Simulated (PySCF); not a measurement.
# Pb: 7 runs along one coordinate

System: Pb (Fm-3m, 1 atom in the cell).
Method: Kohn-Sham DFT of a periodic cell in Gaussian orbitals, PBEsol, DZVP-MOLOPT-SR/GTH-PBE, no spin polarisation (PySCF 2.14.0).

The 7 runs differ only in the geometry, by an even scaling of the cell at fixed fractional positions. The structure derives from an entry of the Crystallography Open Database.

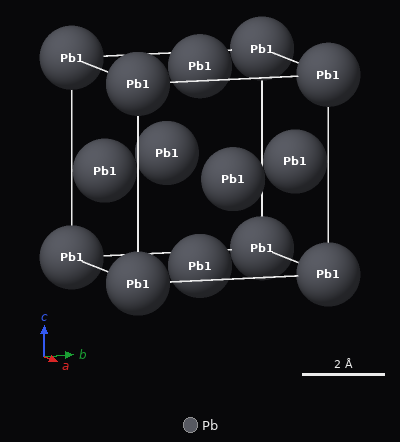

Figure 1. The structure of run 4 (spheres-only view of the cell 4 times as large as that of the calculation, set on its symmetry axes, seen slightly off an axis; atoms are numbered from 1 in the order of the input).

**Input of run 4**
```python
import json
import numpy as np
from pyscf.pbc import gto, scf, dft, df

cell = gto.Cell()
cell.a = '''
  0.0000000000    2.4750200000    2.4750200000
  2.4750200000    0.0000000000    2.4750200000
  2.4750200000    2.4750200000    0.0000000000'''
cell.atom = '''
Pb   0.0000000000    0.0000000000    0.0000000000'''
cell.unit = 'A'
cell.basis = 'DZVP-MOLOPT-SR-GTH-q4'
cell.pseudo = 'GTH-PBE-q4'
cell.ke_cutoff = 58  # hartree
cell.exp_to_discard = 0.02
cell.precision = 1e-08
cell.space_group_symmetry = True
cell.symmorphic = False
cell.max_memory = 2940  # MB
cell.verbose = 4
cell.build()

res = {}
kpts = cell.make_kpts([9, 9, 9], space_group_symmetry=True, time_reversal_symmetry=True)
cell.space_group_symmetry = False  # the mesh holds the operations; no search on the supercells of the integral code
mf = dft.KRKS(cell, kpts, xc='pbesol')
mf = mf.multigrid_numint()
mf = mf.smearing(sigma=0.00183747, method='fermi')  # hartree
mf.conv_tol = 1e-07
mf.max_cycle = 60

mf.kernel()
res.update(converged=bool(mf.converged), e_tot=mf.e_tot, nelec=cell.nelectron, nao=cell.nao, mesh=list(map(int, cell.mesh)), a=cell.lattice_vectors().tolist(), coords=cell.atom_coords().tolist(),
           mo_energy=[np.real(x).tolist() for x in mf.mo_energy], mo_occ=[np.real(x).tolist() for x in mf.mo_occ])
res.update(e_free=mf.e_free, e_zero=mf.e_zero)
res.update(kpts=kpts.kpts_scaled_ibz.tolist(), weights=kpts.weights_ibz.tolist())
res['parts'] = {k: float(np.real(v)) for k, v in mf.scf_summary.items() if np.isscalar(v)}
json.dump(res, open('results.json', 'w'))
if not mf.converged:
    raise SystemExit('SCF not converged')

print('levels (eV)')
for i, kp in enumerate(res['kpts'][:40]):
    print('k %7.4f %7.4f %7.4f  ' % tuple(kp), ' '.join('%.3f' % (x * 27.211386) for x in res['mo_energy'][i][:7]))

mf = mf.to_khf()  # unfold to the whole mesh
kpts = mf.kpts
# Mulliken populations
dm, s = np.asarray(mf.make_rdm1()), np.asarray(mf.get_ovlp())
sites = cell.aoslice_by_atom()[:, 2:]
tot = np.einsum('kij,kji->i', dm, s).real / len(kpts)
res['mulliken'] = [cell.atom_charge(i) - tot[a0:a1].sum() for i, (a0, a1) in enumerate(sites)]
print('Mulliken charges', np.round(res['mulliken'], 5))

# density of states, Gaussians of 0.15 eV
e = np.asarray(mf.mo_energy).real.reshape(1, -1) * 27.211386
ef = mf.get_fermi()
ef = np.max(ef) * 27.211386
x = np.arange(-15, 10.01, 0.1) + round(ef, 1)
dos = np.exp(-((x[:, None, None] - e) / 0.15) ** 2 / 2).sum(-1).T / (0.15 * np.sqrt(2 * np.pi) * len(kpts)) * 2
res.update(dos_e=x.tolist(), dos=dos.tolist())
for a, b in zip(x[::5], dos.T[::5]):
    print('%8.2f' % a, ' '.join('%9.4f' % y for y in b))

# density on a uniform mesh
grids = dft.gen_grid.UniformGrids(cell)
grids.mesh = [19, 19, 19]
grids.build()
ni = dft.numint.KNumInt()
rho = [ni.get_rho(cell, x, grids, kpts) for x in [dm]]
np.save('rho.npy', np.reshape(rho, (-1, *grids.mesh)))
res['done'] = True
json.dump(res, open('results.json', 'w'))
```

Command:
```bash
OMP_NUM_THREADS=2 python -u run.py > log
```

Run 6 has the same physical settings and fractional positions; its lattice vectors (Å) are:
```
   0.000000    2.507590    2.507590
   2.507590    0.000000    2.507590
   2.507590    2.507590    0.000000
```

**Results, with one run withheld**

```csv
run,volume per atom (Å³),"free energy per atom, from the lowest run given (meV)"
1,28.503,44.11
2,29.110,26.15
3,29.716,13.12
4,30.323,4.55
5,30.929,0.00
6,31.535,?
7,32.142,1.25
```

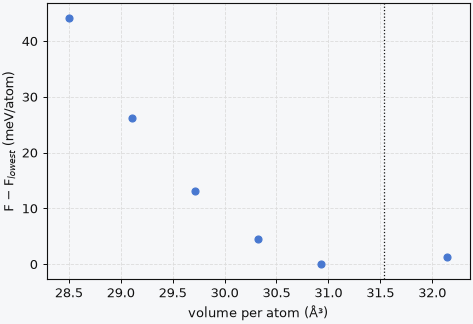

Figure 2. Free energy per atom of the runs given; the dotted line marks run 6.

Estimate the energy of run 6 from the others.

A cubic polynomial in V^(−2/3) (the Birch–Murnaghan form), fitted to the 6 runs given, misses them by at most 0.02 meV per atom. With x = V^(−2/3) − 0.10339 Å⁻², it reads F = 7.4816 + 5848.6 x + 1.0075e+06 x² + 2.4304e+06 x³ (meV per atom). At run 6 it gives −0.99 meV per atom, and the run itself gives −0.96. The fit has its minimum at 31.408 Å³ per atom, where V d²F/dV² gives 45.1 GPa: the bulk modulus at this level, since symmetry fixes the shape and the positions.

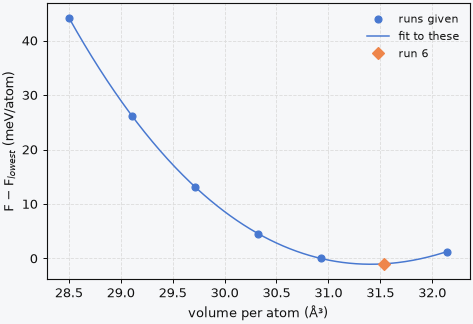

Figure 3. The fit and the withheld run.

**Output, shortened to warnings, some set-up lines, iterations and results (run 6)**
```
k-points in IBZ                         weights
[...]
cycle= 1 E= -3.56959293428637  delta_E= -0.0722  |g|= 0.0468  |ddm|= 9.09
cycle= 2 E= -3.56965800662641  delta_E= -6.51e-05  |g|= 0.00288  |ddm|= 0.522
cycle= 3 E= -3.56965852315491  delta_E= -5.17e-07  |g|= 4.81e-05  |ddm|= 0.0296
cycle= 4 E= -3.56965851917389  delta_E= 3.98e-09  |g|= 8.33e-08  |ddm|= 0.000565
    sigma = 0.00183747  Optimized mu = 0.192028937326  entropy = 0.0644391878239
nelec by numeric integration = 3.9999999999999964
    Total E(T) = -3.56965851917284  Free energy = -3.5697769242473  E0 = -3.56971772171007
Extra cycle  E= -3.56965851917284  delta_E= 1.04e-12  |g|= 2.59e-09  |ddm|= 2.43e-07
converged SCF energy = -3.56965851917284
levels (eV)
k  0.0000  0.0000  0.0000   -5.981 12.865 12.865 12.865 17.853 17.853 17.853
k  0.5556  0.5556 -0.0000   -1.681 2.769 7.638 7.638 10.799 11.946 30.516
k  0.5556  0.5556  0.5556   -2.894 1.688 11.084 11.084 15.038 16.752 16.752
k  0.6667  0.6667  0.0000   -3.376 5.332 8.367 8.367 11.973 12.546 27.263
k  0.6667  0.6667  0.3333   -1.652 3.572 3.867 9.068 12.632 21.049 22.710
k  0.6667  0.6667  0.6667   -4.057 3.868 11.361 11.361 15.333 17.521 17.521
k  0.7778  0.4444  0.4444   -1.528 3.024 4.917 8.326 11.910 16.997 24.500
k  0.7778  0.5556  0.3333   -1.308 3.607 4.531 6.123 16.597 18.251 19.717
k  0.7778  0.7778  0.0000   -4.825 8.255 9.756 9.756 13.888 14.874 23.334
k  0.7778  0.7778  0.2222   -2.906 3.630 7.395 9.001 12.902 17.714 21.821
k  0.7778  0.7778  0.3333   -2.032 2.245 6.434 9.367 13.143 20.392 20.571
k  0.7778  0.7778  0.4444   -2.557 3.094 6.003 10.198 14.036 19.880 20.989
k  0.7778  0.7778  0.5556   -3.694 4.965 6.579 11.335 15.666 19.528 20.378
k  0.7778  0.7778  0.7778   -5.119 6.915 11.880 11.880 16.103 18.725 18.725
k  0.8889  0.4444  0.4444   -1.247 2.432 6.222 7.721 11.244 13.317 28.384
k  0.8889  0.5556  0.3333   -1.206 3.154 4.586 6.895 13.723 17.070 23.778
k  0.8889  0.5556  0.4444   -1.557 3.004 6.362 6.675 12.905 13.917 25.300
k  0.8889  0.5556  0.5556   -2.406 3.868 6.807 8.084 11.716 13.674 26.199
k  0.8889  0.6667  0.2222   -2.449 3.861 5.232 8.739 15.761 18.884 19.073
k  0.8889  0.6667  0.3333   -1.642 2.919 5.008 7.824 14.712 19.133 21.877
k  0.8889  0.6667  0.4444   -2.058 3.375 5.809 7.557 14.154 17.409 20.830
k  0.8889  0.6667  0.5556   -3.126 4.809 7.063 8.225 13.897 14.613 22.211
k  0.8889  0.6667  0.6667   -4.025 6.011 8.702 9.138 13.325 14.886 23.341
k  0.8889  0.7778  0.4444   -2.384 2.338 7.279 9.212 15.484 16.899 21.253
k  0.8889  0.7778  0.5556   -3.491 4.321 7.467 9.975 15.581 17.686 19.402
k  0.8889  0.7778  0.6667   -4.535 6.694 8.410 10.984 16.110 16.343 19.926
k  0.8889  0.8889  0.0000   -5.711 11.055 11.602 11.602 16.154 19.705 19.775
k  0.8889  0.8889  0.1111   -5.195 8.075 10.764 11.231 15.916 17.946 19.897
k  0.8889  0.8889  0.2222   -4.253 4.960 10.273 10.397 15.266 18.087 19.818
k  0.8889  0.8889  0.3333   -3.059 2.466 9.587 10.208 14.824 17.766 18.468
k  0.8889  0.8889  0.4444   -2.511 1.591 9.036 10.579 15.090 17.592 17.665
[...]
```

Notes: Spin–orbit coupling is left out, which matters for Pb.
